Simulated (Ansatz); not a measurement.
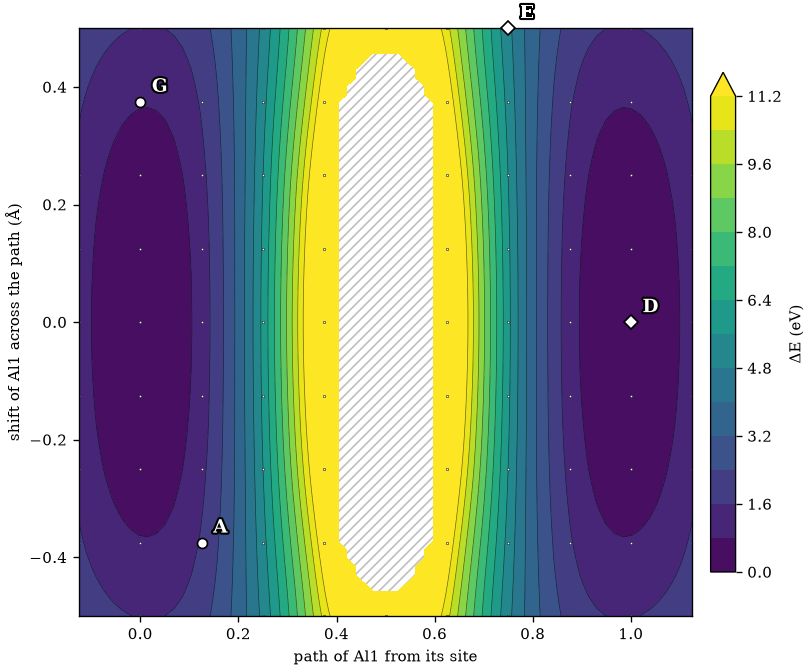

AlP (F-43m phase) with one Al vacancy (15 atoms in the cell, cell charge −3). An atom moved over a plane that holds its own site and a neighbouring vacancy (x, y and z along the cube axes). The first coordinate is: path of Al1 from its site (0) to the vacancy (1), 3.842 Å; the second: shift of Al1 across the path, along the Cartesian direction [1 0 −1]. Nothing is relaxed (all other atoms held at the sites of the perfect crystal). The grid has 11 × 9 points; 21 points were computed and 71 follow by symmetry. At 7 points there is no value (left out of the scan, as a rule where atoms come close). Points are written as (first, second). All energies are given in eV per cell relative to the lowest grid point. The band gap closes in part of the range. The cell is charged on a uniform background, without a charge correction. These are results of DFT LDA, scalar-relativistic, plane waves, PAW (Ansatz), not measurements. Settings: cutoff 420 eV, k-mesh 4×4×4, gaussian smearing 0.05 eV, no spin polarisation.

In the figure: filled contours, dots at the grid points, one colour for all values above the top of the scale, hatched blanks where no value was computed, lettered points. Between grid points the surface is interpolated.

Is E the lowest point of the computed grid?

Answer. No. E lies 5.0 eV above the lowest grid point, which is at (0.000, 0.000 Å) [nearest 4 P at 2.35 Å].

Rank the lettered points by energy, lowest first.

Answer. D (0.0 eV), G (0.9 eV), A (1.7 eV), E (5.0 eV).

PAW datasets: the set soft_1.
